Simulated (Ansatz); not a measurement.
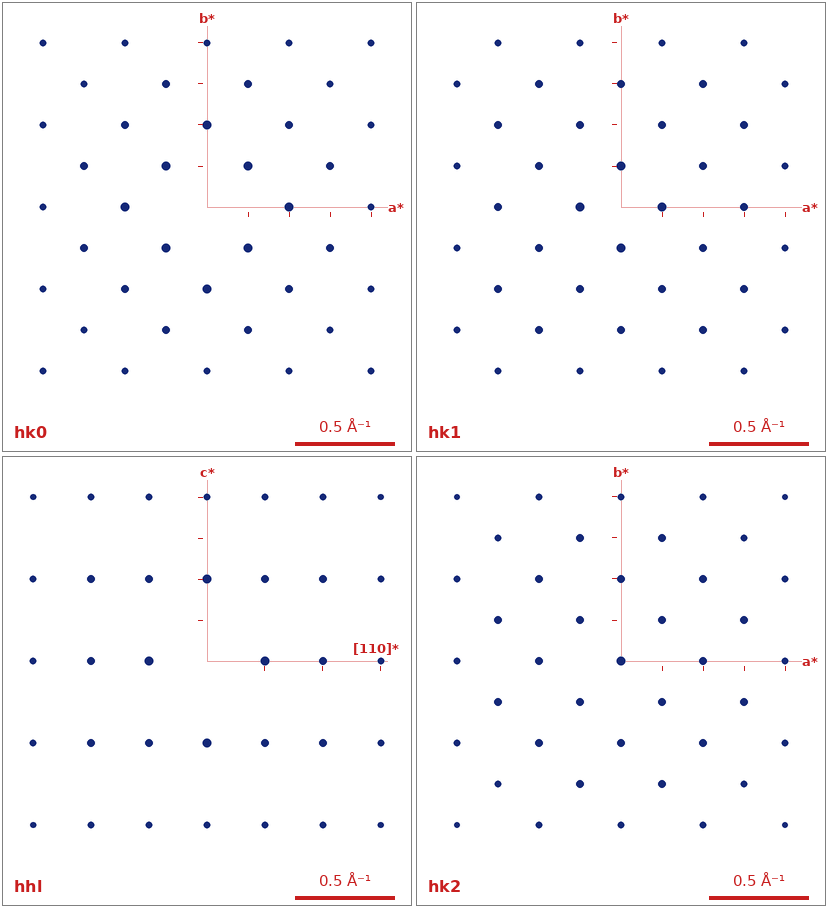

Four undistorted layers of reciprocal space, calculated for a single crystal (X-rays, kinematic |F|², B = 0.5 Å²). Tick marks count the reciprocal lattice steps of the conventional cell along each axis.

The compound is Sr. Structure: the input geometry of an electronic-structure calculation (not necessarily at equilibrium); the starting structure was generated, so it need not be a known form of this composition.

Read the reciprocal cell and give the direct cell.

a* = 0.207, b* = 0.207, c* = 0.207 Å⁻¹; the cell is cubic with a = 4.83 Å.

List the systematic absences.

Reflections are present only under these conditions. hkl: h + k + l = 2n; hk0: h + k = 2n; hhl: l = 2n; h00: h = 2n. The lattice is body-centred (I).

Which space groups fit?

The intensities have Laue symmetry m-3m (the hk0 layer shows 4mm, hk1 shows 4mm). With these conditions the candidates are I432 (No. 211), I-43m (No. 217), Im-3m (No. 229). Diffraction geometry alone does not choose among them; the structure has Im-3m.
